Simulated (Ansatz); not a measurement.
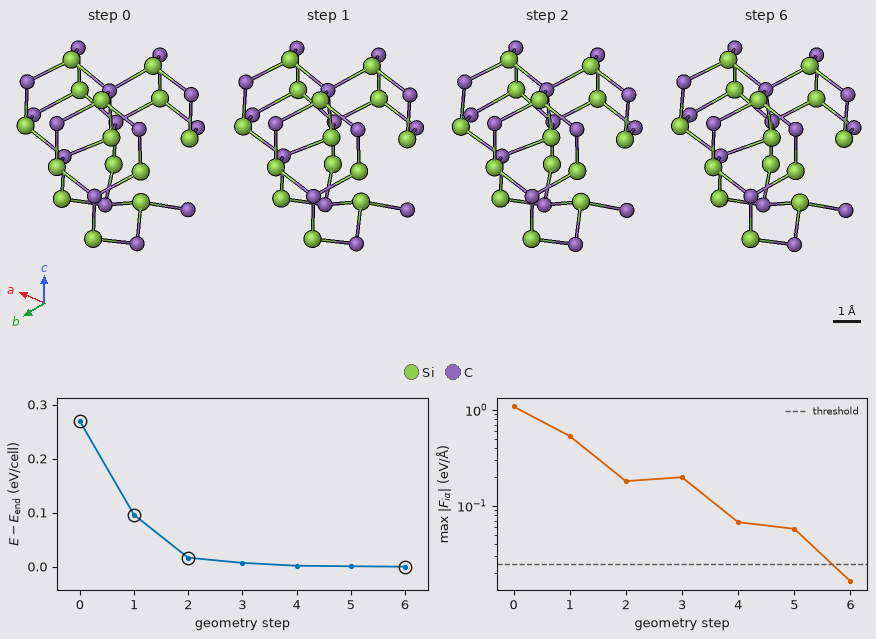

Frames of a relaxation of a defect cell of composition Si₁₆C₁₅ (cell charge −2), marked on the history of the run. Style: ball-and-stick. Shown: the atoms within 4.2 Å of the atom that moves most (axes of the conventional cell (2 times the calculation's cell) (origin shifted)), from a free direction. Lengths and directions refer to the drawn axes.

Case: C vacancy (site b), charge -2, atoms relaxed at the host's cell.

Computed with DFT PBE, scalar-relativistic, plane waves, PAW (Ansatz 0.2.0). Set-up: plane-wave cutoff 420 eV; k-point mesh 4 × 4 × 2; occupations gaussian; smearing width 0.01 eV; no spin polarisation; atoms relaxed in a fixed cell; force threshold 0.025 eV/Å; at most 45 steps.

What happens along the run?

Answer. A Si atom moves most: 0.16 Å along [−3 −1 1]. By element the largest moves are Si 0.16 Å, C 0.05 Å. The lattice vectors keep their values. Some distances before and after: C–Si 1.907 → 2.027 Å, C–Si 1.943 → 2.027 Å, C–Si 1.899 → 1.967 Å, C–Si 1.873 → 1.923 Å. Among the angles between lasting bonds that change: C–Si–C 107.3° → 99.0°, Si–C–Si 114.9° → 121.3°, C–Si–C 112.1° → 106.2°. Over 6 geometry steps the energy falls by 0.269 eV per cell of the calculation. Largest force component: 1.1 eV/Å at the start, 0.016 eV/Å at the end. From step 0 to 1: a Si atom moves most (0.08 Å), energy −0.174 eV per cell of the calculation. From step 1 to 2: a Si atom moves most (0.06 Å), energy −79.4 meV per cell of the calculation. From step 2 to 6: a Si atom moves most (0.07 Å), energy −16.6 meV per cell of the calculation.

Limits of the set-up: the periodic images lie only 6.2 Å apart, so the values are limited by the cell's size; the cell is charged, on a uniform background, and energies carry no finite-size correction.
